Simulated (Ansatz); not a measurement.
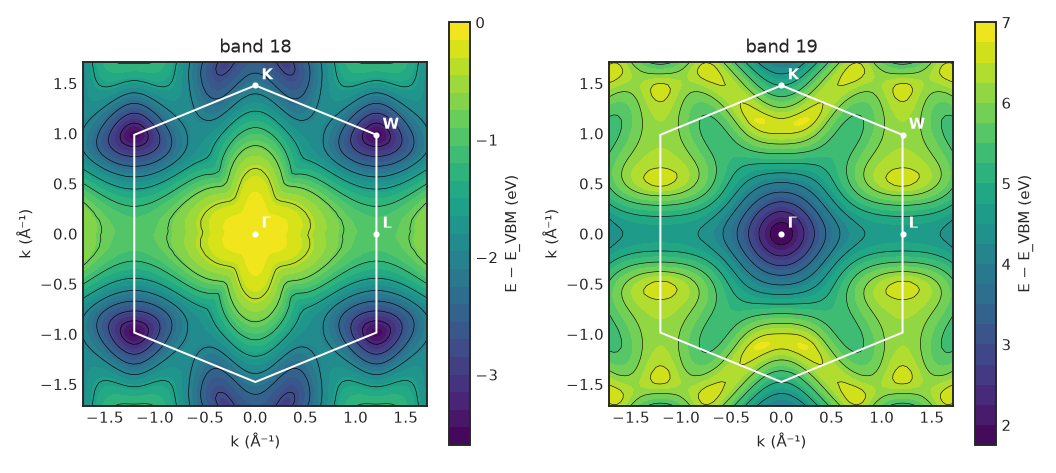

Two bands of GaN in space group F-43m over the plane through Γ, L and W: the highest mostly filled and the lowest mostly empty one.

Method: DFT PBE, spin-orbit coupling, plane waves, PAW; levels and slopes on a dense k mesh at the converged density (Ansatz). Non-magnetic. Mesh 28×28×28, interpolated with the band slopes. Unrelaxed database geometry (residual pressure 5 GPa). The cell comes from a database of computed structures, not from a measurement.

Give both levels and their distance at the named points.

Answer.
```
point  lower band (eV)  upper band (eV)  distance (eV)
    Γ             0.00             1.71           1.71
    L            −0.96             4.63           5.59
    W            −3.61             6.21           9.82
```

Where are the band edges of the whole zone?

Answer. The valence band has one maximum at Γ, four bands meeting there, with masses of 0.23 and 0.91 mₑ among them, each the same along x, y and z; the conduction band has one minimum at Γ, mass 0.15 mₑ in all directions. The gap is direct, 1.71 eV at this level of theory, which underestimates gaps and can reorder valleys that lie close.
